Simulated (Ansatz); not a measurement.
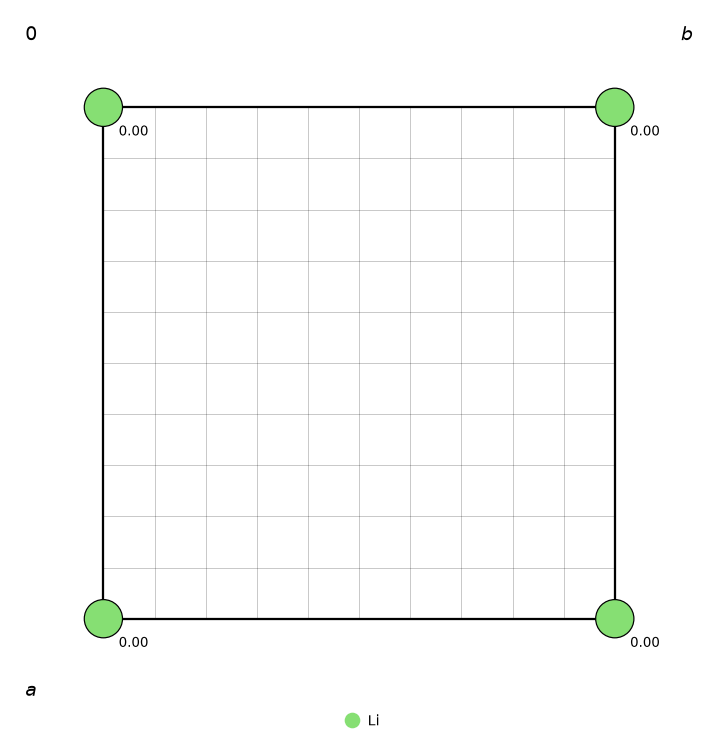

Plan of a unit cell projected along c (a down the page, b across); the numbers are heights as fractions of c, and atoms on the cell's edges are repeated. The grid marks tenths of a and b. Source: the input geometry of an electronic-structure calculation (not necessarily at equilibrium); the starting structure was generated, so it need not be a known form of this composition. The drawing is computed from the coordinates (standard cell, symmetry found to 0.002 Å).

a = 2.776 Å, b = 2.776 Å, c = 2.776 Å, α = 90.00°, β = 90.00°, γ = 90.00°.

**What does the cell contain?**

1 Li: Li, Z = 1.

**Which space group?**

Pm-3m (No. 221), primitive cubic.

**Give the independent sites, coordinates to two places.**

```
atom  site  symmetry     x     y     z
  Li    1a      m-3m  0.00  0.00  0.00
```
